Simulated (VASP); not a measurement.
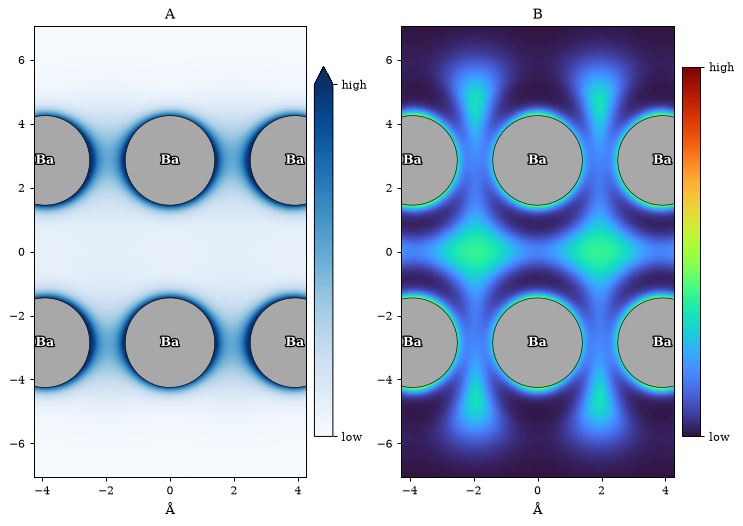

Ba (slab): 2 fields on the (010) plane of the calculation cell, a cut from vacuum to vacuum, with unlabelled colour scales. Grey discs cover the atomic cores.

Method: VASP, Kohn-Sham DFT of a periodic cell, AM05, VASP PAW PBE potentials, recommended.

Question: Match the panels to the quantities (electron localisation function and valence pseudo-density).

Answer: Panel A: valence pseudo-density. Panel B: electron localisation function. From the grid: Ba–Ba (3.91 Å): ρ is about 0.08 e/Å³ halfway; the ELF is about 0.15 at the midpoint (no localised pair shows between them).
